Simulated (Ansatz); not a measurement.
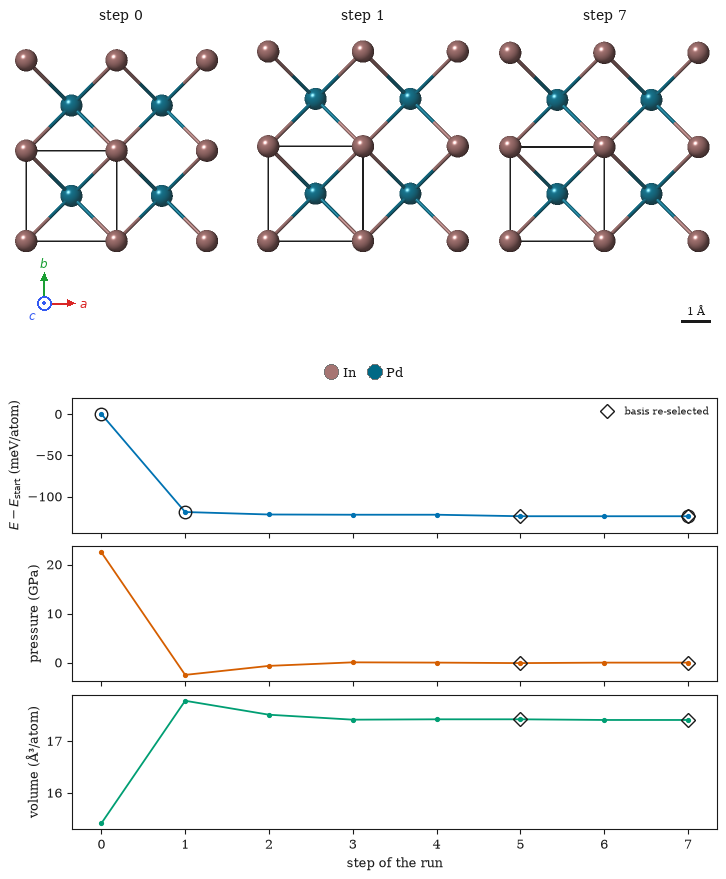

Frames of a relaxation of a crystal of InPd (set up in Pm-3m), marked on the history of the run. The picture is a ball-and-stick view of the cell of the calculation, repeated 2 × 2 × 1 with one cell outlined, seen along the c axis.

The run lets cell and atoms move.

Method: Kohn-Sham DFT of a periodic cell, HSE06, Ansatz PAW in Ansatz 0.2.0.

Input
```yaml
crystal:
  lattice:
    - [3.135394741, 0.0, 0.0]
    - [0.0, 3.135394741, 0.0]
    - [0.0, 0.0, 3.135394741]
  atoms:
    - { symbol: In, position: [0.0, 0.0, 0.0] }
    - { symbol: Pd, position: [0.5, 0.5, 0.5] }
hamiltonian:
  xc: hse06
  pseudopotentials: { kind: paw }
kpoints:
  mp_grid: { grid: [4, 4, 4] }
scf:
  occupations: { method: gaussian, width: 0.1 }
output:
  forces: true
  stress: true
  eigenvalues: true
relax:
  f_tol: 0.01
  max_steps: 40
  cell: { stress_tol: 0.05 }
```

Launched with:
```bash
ansatz run input.yaml --threads 2 --pin off --max-ram 5632MiB --backend cpu --events-out ev --progress --plain --runs-dir out
```

Q: Describe the path.

A: After 5 accepted moves (7 points after the start) the energy has fallen by 124 meV per atom. All forces vanish by symmetry, so only the cell relaxes. The pressure goes from 22.49 to 0.00 GPa. The SCF was repeated twice at an unchanged geometry on a basis and grid sized afresh for the cell, which shifted the energy by 1.8 meV per atom at most. The atoms keep their places relative to the cell (all moves are under 0.005 Å). Cell: a = b = c 3.135 → 3.265 Å (+4.1 %). Volume +12.9 %. Near-neighbour distances that change, for instance: In–Pd 2.715 → 2.828 Å. The space group stays Pm-3m (No. 221). The run took 44 s on 2 threads of Arm Neoverse V2, with other jobs on the host, peak memory 0.71 GiB. From step 0 to 1: volume +15.3 %, energy −119 meV per atom. From step 1 to 7: volume −2.1 %, energy −5.1 meV per atom.

```csv
step,"E − E(0), meV/atom","pressure, GPa","volume, Å³/atom",note
0,0.00,22.49,15.412,
1,-118.70,-2.51,17.777,
2,-121.70,-0.67,17.508,
3,-121.99,0.06,17.412,
4,-121.98,0.00,17.419,
5,-123.80,-0.10,17.419,"same geometry, new basis"
6,-123.82,0.00,17.407,
7,-123.82,0.00,17.407,"same geometry, new basis"
```

Limits of the set-up: the k-point mesh is coarse for a cell with partly filled bands.
